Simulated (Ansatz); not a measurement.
**Geometry relaxation, with input and output: Ta₂C (part 2 of 2)**

Continued. System: Ta₂C (P-3m1, 3 atoms in the cell). Method: DFT r2SCAN, scalar-relativistic, plane waves, PAW, no spin polarisation (Ansatz 0.2.0); cutoff 500 eV, 18×18×8 k-mesh, Gaussian smearing of 0.1 eV. The structure derives from an entry of the Crystallography Open Database.

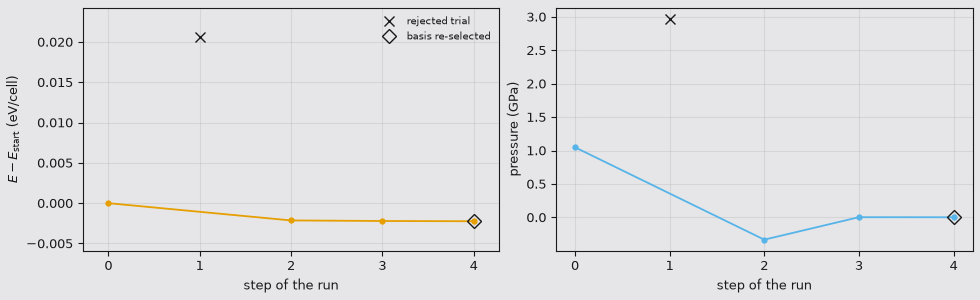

*Progress of the relaxation, step by step (the first geometry is step 0 here and step 1 in the log).*

The largest moves relative to the cell, 0.008 Å, are those of Ta1 and Ta2. C stays in place. The volume changes by +0.2 %, with a = b 3.106 → 3.110 Å (+0.1 %), c 4.946 → 4.942 Å (−0.1 %). Among the contacts that change: Ta1–Ta2 3.039 → 3.026 Å, Ta1–C3 2.184 → 2.190 Å, Ta1–Ta1 3.106 → 3.110 Å. The space group stays P-3m1 (No. 164). The energy falls by 2.2 meV per cell of the calculation in 3 geometry steps. Largest force component: 0.24 eV/Å at the start, 0.0019 eV/Å at the end. Pressure: 1.05 GPa at the start and 0.00 GPa at the end. The line search rejected the trial step at point 1 (counted from 0) and went back. A last SCF at the same geometry on a re-selected plane-wave basis shifts the energy by next to nothing (0.0 meV per cell of the calculation). (Atoms are counted from 1 in the order of the input.)

```
basis re-selected at this cell: Δ(F+E_penalty+E_count) = -3.162e-5 eV, ΔP = -0.001 GPa vs the last step (what re-selecting the basis moved, of the pressure what is left beyond the Pulay correction that the steps carried, after the strain that the cell walked since its last selection, with what the two solves' SCF thresholds leave and, on support functions, any second-order correction that the steps lacked; it is no measure of the basis error at this ecutwfc). This SCF's stress stands 3.54e-2 GPa from its target on what of the cell is left free (relax.cell.stress_tol is 5.00e-2 GPa) and its largest allowed force component is 1.93e-3 eV/Å (relax.f_tol is 5.00e-3 eV/Å): within both
SCF converged after 5 iterations
Free energy (F): -20142.402103 eV
Harris-Foulkes:  -20142.402103 eV  (|F-HF|=3.64e-12)
Internal energy: -20142.398592 eV  (E = F + TS)
E sigma→0 (E₀):  -20142.400348 eV
Entropy (-TS):   -0.003511 eV (-1.170 meV/atom)
Fermi energy:    18.502625 eV
--- Per-component energies (eV) ---
  E_band       = -220.242343
  E_kinetic    = 823.311366
  E_local      = -1185.539091  (includes V_loc(G=0)·N_el)
  E_nonlocal   = 54.687978
  E_hartree    = 410.077719
  E_xc         = -457.658789
  E_vxc        = -510.858537  (∫ρ·V_xc dr)
  E_paw        = -16946.575320  (= ΣΔE_a)
  E_vpaw       = -247.498928  (= ΣTr[D̂ρ^β])
  E_aug_tail   = 0.000162  (compensation charges beyond the density's cutoff)
  E_vtau       = 25.499248  (kinetic-family band-sum trace: ∫τ·v_τ [+ j·A + Jᵃ·Aᵃ] dr)
  E_ewald      = -2839.165283
  E_core_change = -1.537334  (= ΣΔE_core)
  E_smearing   = -0.003511  (= −TS)
  E_closure    = 0.000000  (closes the sum)
  Σ components = -20142.402103   (vs F -20142.402103, Δ=0.00e0)
--- Forces (eV/Å), atoms counted from 1 ---
  atom   1  Ta     0.00000000     0.00000000    -0.00193360
  atom   2  Ta    -0.00000000     0.00000000     0.00193360
  atom   3  C      0.00000000    -0.00000000     0.00000000
  max |Σ_I F_I| component: 1.85e-17 eV/Å
--- Stress (GPa, compression-positive) ---
        0.019866       0.000000       0.000000
        0.000000       0.019866      -0.000000
        0.000000      -0.000000      -0.035389
  P = ⅓ Tr σ = 0.0014 GPa (0.014 kbar)
--- Band table (eV; the first three rows and the last of 266) ---
  k-point 0: bands = ["-51.3302", "-51.2565", "-17.6695", "-16.9625", "-16.9625", "-16.8484", "-16.8484", "-16.7600", "4.6173", "11.3186", "14.6649", "14.6649", "14.9909", "18.5211", "19.0224", "19.0224", "19.6765", "19.6765", "20.9416"]
  k-point 1: bands = ["-51.3274", "-51.2593", "-17.6370", "-16.9583", "-16.9583", "-16.8526", "-16.8526", "-16.7969", "4.6823", "11.1825", "14.6219", "14.6219", "15.1250", "18.3130", "18.8996", "18.8996", "19.7994", "19.7994", "21.2115"]
  k-point 2: bands = ["-51.3195", "-51.2672", "-17.5440", "-16.9463", "-16.9463", "-16.9009", "-16.8646", "-16.8646", "4.8474", "10.8588", "14.5254", "14.5254", "15.4880", "17.8357", "18.6011", "18.6011", "20.2985", "20.2985", "21.7210"]
  k-point 265: bands = ["-51.2496", "-51.2496", "-17.4862", "-17.4862", "-17.3588", "-17.3285", "-16.9191", "-16.9191", "6.5632", "12.4513", "12.4513", "14.0225", "16.7401", "17.0930", "17.0930", "19.9344", "20.9746", "20.9746", "23.7341"]
--- Relaxed structure (4 steps of the walk, 3 accepted, 1 SCFs on fresh bases) ---
  F+E_penalty+E_count = -20142.40210339 eV   max|allowed force component| = 1.934e-3 eV/Å   (the final SCF, on the basis selected at the relaxed cell)
  cell:  # Å, volume = 41.4025 Å³
    - [3.1101644558528583, 0.0, 1.2498319315019166e-19]
    - [-1.5550822279264291, 2.6934814287159803, -6.249159657509363e-20]
    - [1.9904591912762574e-19, 1.1021939961520151e-33, 4.9422989471486485]
  atoms:
    - { symbol: Ta, position: [0.33333333333333326, 0.6666666666666665, 0.2535635792194982] }
    - { symbol: Ta, position: [0.6666666666666666, 0.33333333333333326, 0.7464364207805019] }
    - { symbol: C, position: [-4.93290265709343e-35, 1.4916984724654153e-35, -5.845070744975494e-20] }
```

### Trajectory as extended XYZ (Å, eV, eV/Å), 5 frames, from step=1 to step=5
```
3
Lattice="3.1059 0.0000 0.0000 -1.5530 2.6898 0.0000 0.0000 0.0000 4.9464" Properties=species:S:1:pos:R:3:forces:R:3 step=1 energy=-20142.39986 pressure_GPa=1.05
Ta    0.0000    1.7932    1.2465    0.0000   0.0000   0.2428
Ta    1.5530    0.8966    3.6999    0.0000   0.0000  -0.2428
C     0.0000    0.0000    0.0000    0.0000   0.0000   0.0000
3
Lattice="3.1083 0.0000 0.0000 -1.5541 2.6918 0.0000 0.0000 0.0000 4.8798" Properties=species:S:1:pos:R:3:forces:R:3 step=2 energy=-20142.37925 pressure_GPa=2.97 accepted=F
Ta    0.0000    1.7946    1.2597    0.0000   0.0000  -0.6061
Ta    1.5541    0.8973    3.6200    0.0000   0.0000   0.6061
C     0.0000    0.0000    0.0000    0.0000   0.0000   0.0000
3
Lattice="3.1114 0.0000 0.0000 -1.5557 2.6946 0.0000 0.0000 0.0000 4.9442" Properties=species:S:1:pos:R:3:forces:R:3 step=3 energy=-20142.40200 pressure_GPa=-0.33
Ta    0.0000    1.7964    1.2535    0.0000   0.0000  -0.0069
Ta    1.5557    0.8982    3.6907    0.0000   0.0000   0.0069
C     0.0000    0.0000    0.0000    0.0000   0.0000   0.0000
3
Lattice="3.1102 0.0000 0.0000 -1.5551 2.6935 0.0000 0.0000 0.0000 4.9423" Properties=species:S:1:pos:R:3:forces:R:3 step=4 energy=-20142.40207 pressure_GPa=0.00
Ta    0.0000    1.7957    1.2532    0.0000   0.0000  -0.0015
Ta    1.5551    0.8978    3.6891    0.0000   0.0000   0.0015
C     0.0000    0.0000    0.0000    0.0000   0.0000   0.0000
3
Lattice="3.1102 0.0000 0.0000 -1.5551 2.6935 0.0000 0.0000 0.0000 4.9423" Properties=species:S:1:pos:R:3:forces:R:3 step=5 energy=-20142.40210 pressure_GPa=0.00
Ta    0.0000    1.7957    1.2532    0.0000   0.0000  -0.0019
Ta    1.5551    0.8978    3.6891    0.0000   0.0000   0.0019
C     0.0000    0.0000    0.0000    0.0000   0.0000   0.0000
```

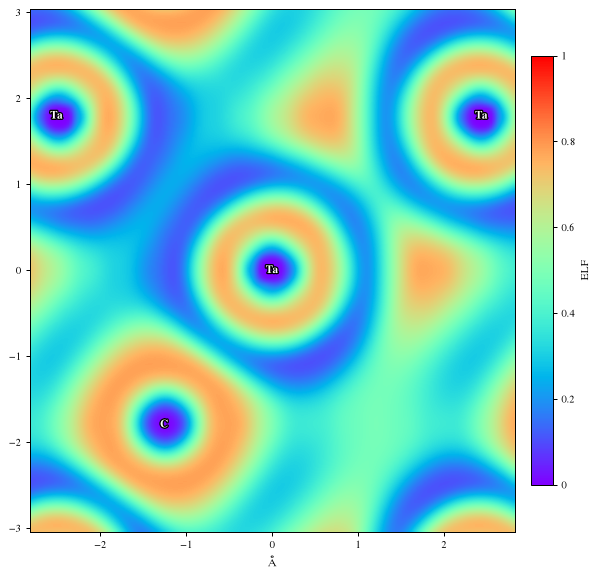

*Electron localisation function on the (110) plane of the conventional cell.*

The section cuts through Ta and C sites. Ta–C (2.19 Å): the ELF is about 0.25 at the midpoint; no shared pair; the contact is polar. Ta–Ta (3.03 Å): the ELF is about 0.40 at the midpoint (no localised pair between them). Ta–Ta (3.08 Å): the ELF is about 0.25 at the midpoint (no shared electron pair).The strong features right at Ta lie inside the PAW spheres (semicore, d or f shells) and say nothing about bonding. Core electrons are frozen (PAW), so the fields are smoothed inside the atomic spheres.

The run was set up as follows.

### Input file
```yaml
crystal:
  lattice:
    - [3.1059007354, 0.0, 0.0]
    - [-1.5529503677, 2.6897889385, 0.0]
    - [0.0, 0.0, 4.9464]
  atoms:
    - { symbol: Ta, position: [0.3333333333, 0.6666666667, 0.25201] }
    - { symbol: Ta, position: [0.6666666667, 0.3333333333, 0.74799] }
    - { symbol: C, position: [0.0, 0.0, 0.0] }
basis:
  ecutwfc: 500
kpoints:
  mp_grid: { grid: [18, 18, 8] }
hamiltonian:
  xc: r2scan
scf:
  occupations: { method: gaussian, width: 0.1 }
output:
  forces: true
  stress: true
  eigenvalues: true
  write_density: true
  write_potential: true
  elf: true
  volumetric_format: npy
relax:
  adjacent_minimum: "off"
  f_tol: 0.005
  max_steps: 80
  cell: { stress_tol: 0.05 }
```

Launch command:
```bash
ansatz run input.yaml --threads 2 --pin off --max-ram 5120MiB --backend cpu --events-out ev --progress --plain --runs-dir out
```

### Summary

| quantity | value |
| --- | --- |
| outcome | converged |
| space group (tolerance 0.01 Å) | P-3m1 (164) |
| electrons treated | 30 |
| free energy | −20142.4021 eV |
| Fermi energy | 18.503 eV |
| gap on the k-point mesh | none (metallic) |
| pressure | 0.00 GPa |
| final volume | 41.40 Å³ |
| largest force (length of the vector) at the end | 0.002 eV/Å |
| final cell | a = 3.110 Å, b = 3.110 Å, c = 4.942 Å, α = 90.00°, β = 90.00°, γ = 120.00° |
| hardware | 2 threads of Intel Xeon (Granite Rapids), 176 GiB of memory available, shared host |
| wall time | 46 s (CPU time 88 s) |
| peak memory | 0.65 GiB |

### Remarks

Spin–orbit coupling is left out, which matters for Ta.
